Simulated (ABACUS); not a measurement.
# Band-structure run, with input and output: Cu (part 2 of 2)

The same run, continued: Cu (Fm-3m, 1 atom in the cell); Kohn-Sham DFT of a periodic cell, revPBE, PseudoDojo NC SR 0.5 PBE stringent, no spin polarisation (ABACUS 3.10.1); cutoff 1428.6 eV, 10×10×10 k-mesh, fermi-dirac of 0.05 eV. The structure derives from an entry of the Crystallography Open Database.

Geometry of the input (Å; fractional positions):
```
0.0000  1.8075  1.8075
1.8075  0.0000  1.8075
1.8075  1.8075  0.0000
Cu 0.0000  0.0000  0.0000
```

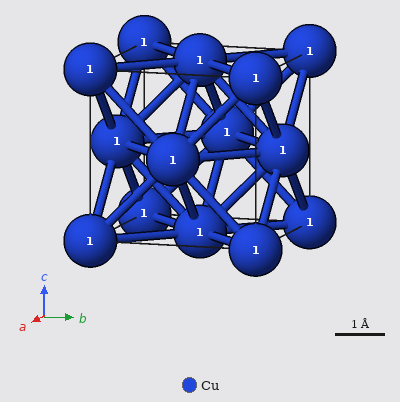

Figure 1. The structure as given in the input (ball-and-stick view of the cell 4 times as large as that of the calculation, set on its symmetry axes, seen slightly off an axis; atoms are numbered from 1 in the order of the input).

The program's output, continued
```
----------------------------------------------------------

 PW ALGORITHM --------------- ION=   1  ELEC=   4--------------------------------

 Density error is 0.000194323241817
                          Error Threshold = 2.4055032536e-06
----------------------------------------------------------
     Energy           Rydberg                 eV
----------------------------------------------------------
 E_KohnSham     -386.6659252238      -5260.8598054853
 E_Harris       -386.8761931729      -5263.7206477005
 E_Fermi        1.2547841710         17.0722144859
----------------------------------------------------------

 PW ALGORITHM --------------- ION=   1  ELEC=   5--------------------------------

 Density error is 0.000265924476892
                          Error Threshold = 1.0227539043e-06
----------------------------------------------------------
     Energy           Rydberg                 eV
----------------------------------------------------------
 E_KohnSham     -386.6658178721      -5260.8583448914
 E_Harris       -386.9167674881      -5264.2726895794
 E_Fermi        1.2550910213         17.0763893979
----------------------------------------------------------

 PW ALGORITHM --------------- ION=   1  ELEC=   6--------------------------------

 Density error is 2.85603088161e-06
                          Error Threshold = 1.0227539043e-06
----------------------------------------------------------
     Energy           Rydberg                 eV
----------------------------------------------------------
 E_KohnSham     -386.6658530072      -5260.8588229282
 E_Harris       -386.6974170539      -5261.2882738158
 E_Fermi        1.2535519176         17.0554488177
----------------------------------------------------------

 PW ALGORITHM --------------- ION=   1  ELEC=   7--------------------------------

 Density error is 4.57732109799e-08
                          Error Threshold = 1.50317414822e-08
----------------------------------------------------------
     Energy           Rydberg                 eV
----------------------------------------------------------
 E_KohnSham     -386.6658537965      -5260.8588336672
 E_Harris       -386.6639721344      -5260.8332323414
 E_Fermi        1.2532147819         17.0508618520
----------------------------------------------------------

 PW ALGORITHM --------------- ION=   1  ELEC=   8--------------------------------

 Density error is 1.19896375511e-08
                          Error Threshold = 2.40911636736e-10
----------------------------------------------------------
     Energy           Rydberg                 eV
----------------------------------------------------------
 E_KohnSham     -386.6658537938      -5260.8588336310
 E_Harris       -386.6644316145      -5260.8394838885
 E_Fermi        1.2532150728         17.0508658093
----------------------------------------------------------

 PW ALGORITHM --------------- ION=   1  ELEC=   9--------------------------------

 Density error is 4.44050937832e-10
                          Error Threshold = 6.31033555322e-11
----------------------------------------------------------
     Energy           Rydberg                 eV
----------------------------------------------------------
 E_KohnSham     -386.6658537962      -5260.8588336637
 E_KS(sigma->0) -386.6656735642      -5260.8563814811
 E_Harris       -386.6660393822      -5260.8613586909
 E_band         -25.8969641983       -352.3462739984
 E_one_elec     -215.1541163922      -2927.3219310891
 E_Hartree      119.1300612087       1620.8476355271
 E_xc           -48.3565602930       -657.9247556652
 E_Ewald        -242.2848778557      -3296.4548780713
 E_entropy(-TS) -0.0003604641        -0.0049043652
 E_descf        0.0000000000         0.0000000000
 E_exx          0.0000000000         0.0000000000
 E_Fermi        1.2532242702         17.0509909468
----------------------------------------------------------

 charge density convergence is achieved
 final etot is -5260.8588337 eV
 EFERMI = 17.050990947 eV

 STATE ENERGY(eV) AND OCCUPATIONS    NSPIN == 1
 1/12 kpoint (Cartesian) = 0.0000 0.0000 0.0000 (1459 pws)
       1       -95.4498     0.00200000
       2       -52.7936     0.00200000
       3       -52.7936     0.00200000
       4       -52.7936     0.00200000
       5        7.73161     0.00200000
       6        14.1603     0.00200000
       7        14.1603     0.00200000
       8        14.1603     0.00200000
       9        15.0017     0.00200000
      10        15.0017     0.00200000
      11        39.7376        0.00000
      12        42.4026        0.00000
      13        42.4026        0.00000
      14        42.4026        0.00000
      15        44.7664        0.00000
      16        44.7664        0.00000
      17        44.7664        0.00000
      18        48.5314        0.00000
      19        53.5196        0.00000
      20        53.5196        0.00000

 2/12 kpoint (Cartesian) = 0.027663 0.027663 0.027663 (1441 pws)
       1       -95.4484      0.0160000
       2       -52.8039      0.0160000
       3       -52.7952      0.0160000
       4       -52.7952      0.0160000
       5        8.09410      0.0160000
       6        14.0850      0.0160000
       7        14.2253      0.0160000
       8        14.2253      0.0160000
       9        14.9785      0.0160000
      10        14.9785      0.0160000
      11        37.1969        0.00000
      12        40.4894        0.00000
      13        41.4712        0.00000
      14        41.4712        0.00000
      15        46.1925        0.00000
      16        46.1925        0.00000
      17        46.6722        0.00000
      18        50.6941        0.00000
      19        50.6941        0.00000
      20        51.0059        0.00000

 3/12 kpoint (Cartesian) = 0.055325 0.055325 0.055325 (1429 pws)
       1       -95.4450      0.0160000
       2       -52.8308      0.0160000
       3       -52.7992      0.0160000
       4       -52.7992      0.0160000
       5        9.13578      0.0160000
       6        13.9313      0.0160000
       7        14.3234      0.0160000
       8        14.3234      0.0160000
       9        14.9990      0.0160000
      10        14.9990      0.0160000
      11        32.0520        0.00000
      12        39.9616        0.00000
      13        40.3563        0.00000
      14        40.3563        0.00000
      15        46.6940        0.00000
      16        46.7752        0.00000
      17        46.7752        0.00000
      18        49.7542        0.00000
      19        49.7542        0.00000
      20        54.7499        0.00000

 4/12 kpoint (Cartesian) = 0.082988 0.082988 0.082988 (1438 pws)
       1       -95.4407      0.0160000
       2       -52.8639      0.0160000
       3       -52.8042      0.0160000
       4       -52.8042      0.0160000
       5        10.6304      0.0160000
       6        13.9636      0.0160000
       7        14.2804      0.0160000
       8        14.2804      0.0160000
       9        15.2080      0.0160000
      10        15.2080      0.0160000
      11        27.2131        0.00000
      12        39.1866        0.00000
      13        39.6366        0.00000
      14        39.6366        0.00000
      15        44.4574        0.00000
      16        44.4574        0.00000
      17        46.9501        0.00000
      18        53.0495        0.00000
      19        53.0495        0.00000
      20        57.2666        0.00000

 5/12 kpoint (Cartesian) = 0.11065 0.11065 0.11065 (1435 pws)
       1       -95.4372      0.0160000
       2       -52.8906      0.0160000
       3       -52.8083      0.0160000
       4       -52.8083      0.0160000
       5        11.7902      0.0160000
       6        14.1764      0.0160000
       7        14.1764      0.0160000
       8        14.8662      0.0160000
       9        15.4634      0.0160000
      10        15.4634      0.0160000
      11        23.0913    5.47966e-55
      12        38.4811        0.00000
      13        39.3037        0.00000
      14        39.3037        0.00000
      15        42.7606        0.00000
      16        42.7606        0.00000
      17        47.3089        0.00000
      18        57.1107        0.00000
      19        57.1107        0.00000
      20        60.4043        0.00000

 6/12 kpoint (Cartesian) = 0.13831 0.13831 0.13831 (1458 pws)
       1       -95.4359     0.00800000
       2       -52.9007     0.00800000
       3       -52.8098     0.00800000
       4       -52.8098     0.00800000
       5        12.0641     0.00800000
       6        14.1303     0.00800000
       7        14.1303     0.00800000
       8        15.5719     0.00800000
       9        15.5719     0.00800000
      10        16.0694     0.00800000
      11        20.9165    2.12498e-36
      12        38.2073        0.00000
      13        39.2310        0.00000
      14        39.2310        0.00000
      15        42.1353        0.00000
      16        42.1353        0.00000
      17        47.4569        0.00000
      18        60.5519        0.00000
      19        60.5519        0.00000
      20        62.6208        0.00000

[... levels at 6 further k points ...]

------------------------------------------------------------------------------------------
 TOTAL-FORCE (eV/Angstrom)
------------------------------------------------------------------------------------------
                       Cu1         0.0000000000         0.0000000000         0.0000000000
------------------------------------------------------------------------------------------

----------------------------------------------------------------
 TOTAL-STRESS (KBAR)
----------------------------------------------------------------
        55.9746062416         0.0000000000         0.0000000000
         0.0000000000        55.9746062416        -0.0000000000
         0.0000000000        -0.0000000000        55.9746062416
----------------------------------------------------------------
 TOTAL-PRESSURE: 55.974606 KBAR

 --------------------------------------------
 !FINAL_ETOT_IS -5260.8588336636985332 eV
 --------------------------------------------
```

Standard output
```
ABACUS v3.10.1

               Atomic-orbital Based Ab-initio Computation at UStc

 dft_functional readin is: revpbe
 dft_functional in pseudopot file is: PBE
 Please make sure this is what you need

%%%%%%%%%%%%%%%%%%%%%%%%%%%%%%%%%%%%%%%%%%%%%%%%%%%%%%%%%%%%%%%%%%%%%%%%%%%%%%%%%%%%%%%%%%%%%%%%%%%%%%%%%
 Warning: the number of valence electrons in pseudopotential > 11 for Cu: [Ar] 3d10 4s1
 Pseudopotentials with additional electrons can yield (more) accurate outcomes, but may be less efficient.
 If you're confident that your chosen pseudopotential is appropriate, you can safely ignore this warning.
%%%%%%%%%%%%%%%%%%%%%%%%%%%%%%%%%%%%%%%%%%%%%%%%%%%%%%%%%%%%%%%%%%%%%%%%%%%%%%%%%%%%%%%%%%%%%%%%%%%%%%%%%

 UNIFORM GRID DIM        : 32 * 32 * 32
 UNIFORM GRID DIM(BIG)   : 32 * 32 * 32
 ---------------------------------------------------------
 Self-consistent calculations for electrons
 ---------------------------------------------------------
 SPIN    KPOINTS         PROCESSORS  THREADS
 1       47              4           4
 ---------------------------------------------------------
 Use plane wave basis
 ---------------------------------------------------------
 ELEMENT NATOM       XC
 Cu      1
 ---------------------------------------------------------
 Initial plane wave basis and FFT box
 ---------------------------------------------------------
 -------------------------------------------
 SELF-CONSISTENT :
 -------------------------------------------
 START CHARGE      : atomic
 ITER       ETOT/eV          EDIFF/eV         DRHO     TIME/s
 DA1     -5.25906805e+03   0.00000000e+00   2.6312e-01   0.38
 DA2     -5.25988495e+03  -8.16899523e-01   4.2757e-01   0.25
 DA3     -5.26084719e+03  -9.62243443e-01   4.5705e-04   0.19
 DA4     -5.26085981e+03  -1.26133891e-02   1.9432e-04   0.37
 DA5     -5.26085834e+03   1.46059388e-03   2.6592e-04   0.18
 DA6     -5.26085882e+03  -4.78036732e-04   2.8560e-06   0.20
 DA7     -5.26085883e+03  -1.07390212e-05   4.5773e-08   0.23
 DA8     -5.26085883e+03   3.61670153e-08   1.1990e-08   0.23
 DA9     -5.26085883e+03  -3.26906075e-08   4.4405e-10   0.22
----------------------------------------------------------------
 TOTAL-STRESS (KBAR)
----------------------------------------------------------------
        55.9746062416         0.0000000000         0.0000000000
         0.0000000000        55.9746062416        -0.0000000000
         0.0000000000        -0.0000000000        55.9746062416
----------------------------------------------------------------
 TOTAL-PRESSURE: 55.974606 KBAR
```

Key numbers

| quantity | value |
| --- | --- |
| outcome | converged |
| space group (tolerance 0.01 Å) | Fm-3m (225) |
| electrons treated | 19 |
| free energy | −5260.8588 eV |
| Fermi energy of the self-consistent step | 17.051 eV |
| gap on the k-point mesh | none (metallic) |
| pressure | 5.60 GPa |
| largest force (length of the vector) | under 0.001 eV/Å |
| wall time | 2.6 s (CPU time 10 s) |
| peak memory | 0.28 GiB |

Notes

The cell is under a pressure of 5.6 GPa at this level, so it is not at its equilibrium volume.
